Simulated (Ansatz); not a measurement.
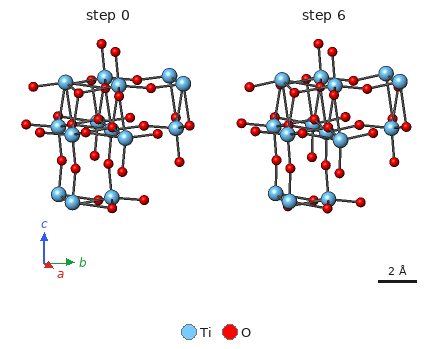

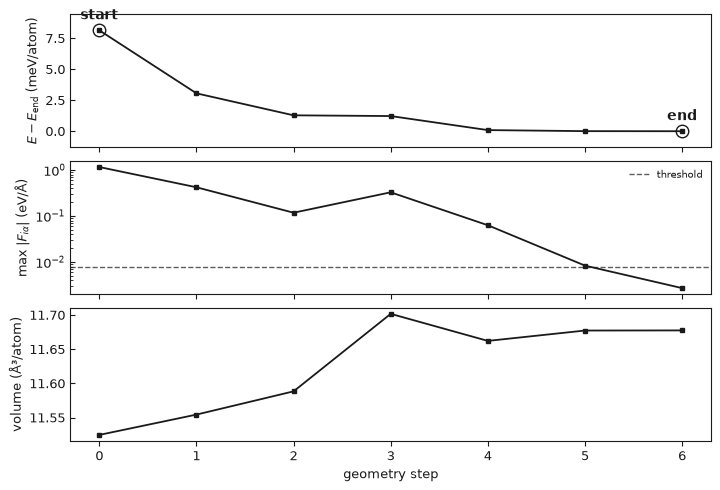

First and last geometry of a relaxation of crystalline TiO$_{2}$ (set up in C2/m), with the history of the run. Style: ball-and-stick. Shown: the atoms within 5.0 Å of the atom that moves most (axes of the larger cell on standard axes (4 times the calculation's cell)), slightly off an axis.

Case: biaxial strain in the a-b plane of -2.0 %; c and atoms relaxed.

The calculation used Ansatz 0.2.0, DFT r2SCAN, scalar-relativistic, plane waves, PAW.

Input
```yaml
crystal:
  lattice:
    - [-4.2619247211, 4.2619247211, 1.8432622372]
    - [4.2619247211, -4.2619247211, 1.8432622372]
    - [4.40108961, 4.40108961, -1.8432622372]
  atoms:
    - { symbol: Ti, position: [0.2911432255, 0.001298515, 0.2924417406] }
    - { symbol: Ti, position: [0.001298515, 0.7088567745, 0.7101552895] }
    - { symbol: Ti, position: [0.998701485, 0.2911432255, 0.2898447105] }
    - { symbol: Ti, position: [0.7088567745, 0.998701485, 0.7075582594] }
    - { symbol: O, position: [0.4994795341, 0.151188583, 0.650668117] }
    - { symbol: O, position: [0.1605345299, 0.8402093603, 0.0007438902] }
    - { symbol: O, position: [0.151188583, 0.5005204659, 0.6517090489] }
    - { symbol: O, position: [0.1597906397, 0.1605345299, 0.3203251696] }
    - { symbol: O, position: [0.8402093603, 0.8394654701, 0.6796748304] }
    - { symbol: O, position: [0.848811417, 0.4994795341, 0.3482909511] }
    - { symbol: O, position: [0.8394654701, 0.1597906397, 0.9992561098] }
    - { symbol: O, position: [0.5005204659, 0.848811417, 0.349331883] }
basis:
  ecutwfc: 500
kpoints:
  mp_grid: { grid: [8, 8, 8] }
hamiltonian:
  xc: r2scan
scf:
  occupations: { method: gaussian, width: 0.02 }
output:
  forces: true
  stress: true
  eigenvalues: true
relax:
  adjacent_minimum: "off"
  f_tol: 0.008
  max_steps: 40
  cell: { stress_tol: 0.015, fix: [a, b, gamma] }
```

Command:
```bash
ansatz run input.yaml --threads 2 --pin off --max-ram 5120MiB --backend cpu --events-out ev --progress --plain --runs-dir out
```

> Did the run converge, and what did it change?

The run was cut off at its time limit before the relaxation converged, so the last structure is only a point on the way. The largest moves relative to the cell, 0.11 Å, are those of Ti2 and Ti3. Ti2 goes along [0 −1 −2]. By element the largest moves are Ti 0.11 Å, O 0.08 Å. Cell: a unchanged at 3.687 Å, b unchanged at 12.055 Å, c 12.448 → 12.613 Å (+1.3 %), α 90.0° → 90.4°. Volume +1.3 %. Among the contacts that change: Ti2–O10 2.278 → 2.466 Å, Ti1–Ti2 3.187 → 3.278 Å, Ti2–O7 2.190 → 2.113 Å, Ti2–O6 1.816 → 1.772 Å. Among the angles between lasting bonds that change: O7–Ti2–O9 164.3° → 157.4°, Ti1–O8–Ti3 168.2° → 162.1°, O6–Ti2–O7 94.3° → 100.0°. The space group stays C2/m (No. 12). After 6 geometry steps the energy has fallen by 8.1 meV per atom. The largest force component goes from 1.2 to 0.0027 eV/Å. Pressure: 6.76 GPa at the start and 4.33 GPa at the end.

```json
{"step": "0", "E − E(0), meV/atom": "0.00", "largest force component, eV/Å": "1.1641", "pressure, GPa": "6.76", "volume, Å³/atom": "11.525"}
{"step": "1", "E − E(0), meV/atom": "-5.09", "largest force component, eV/Å": "0.4228", "pressure, GPa": "6.22", "volume, Å³/atom": "11.554"}
{"step": "2", "E − E(0), meV/atom": "-6.86", "largest force component, eV/Å": "0.1183", "pressure, GPa": "5.74", "volume, Å³/atom": "11.588"}
{"step": "3", "E − E(0), meV/atom": "-6.92", "largest force component, eV/Å": "0.3286", "pressure, GPa": "3.84", "volume, Å³/atom": "11.702"}
{"step": "4", "E − E(0), meV/atom": "-8.05", "largest force component, eV/Å": "0.0632", "pressure, GPa": "4.61", "volume, Å³/atom": "11.662"}
{"step": "5", "E − E(0), meV/atom": "-8.14", "largest force component, eV/Å": "0.0084", "pressure, GPa": "4.35", "volume, Å³/atom": "11.677"}
{"step": "6", "E − E(0), meV/atom": "-8.14", "largest force component, eV/Å": "0.0027", "pressure, GPa": "4.33", "volume, Å³/atom": "11.678"}
```
